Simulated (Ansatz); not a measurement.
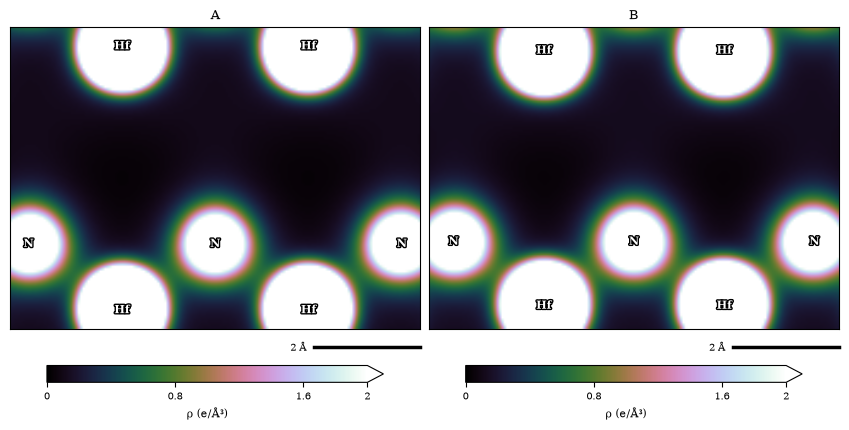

HfN. The valence pseudo-density of two cells that differ in size, on the (101̄) plane of each (indices in the axes of the calculation cell), at one length scale and on one colour scale; one has 13.9 and the other 15.4 Å³ an atom.

The calculation used Ansatz 0.2.0, Kohn-Sham DFT of a periodic cell, PBEsol, Ansatz PAW.

In a PAW calculation such maps are meaningful between the atoms, not at the nuclei.

### Which panel shows the smaller cell, and what does the compression change?

Panel B is the smaller cell, by 10 % in volume. From the larger cell to the smaller, Hf–N goes from 2.15 to 2.08 Å, and the density at its midpoint from 0.7 to 0.83 e/Å³; the pressure goes from −12 to 8 GPa.
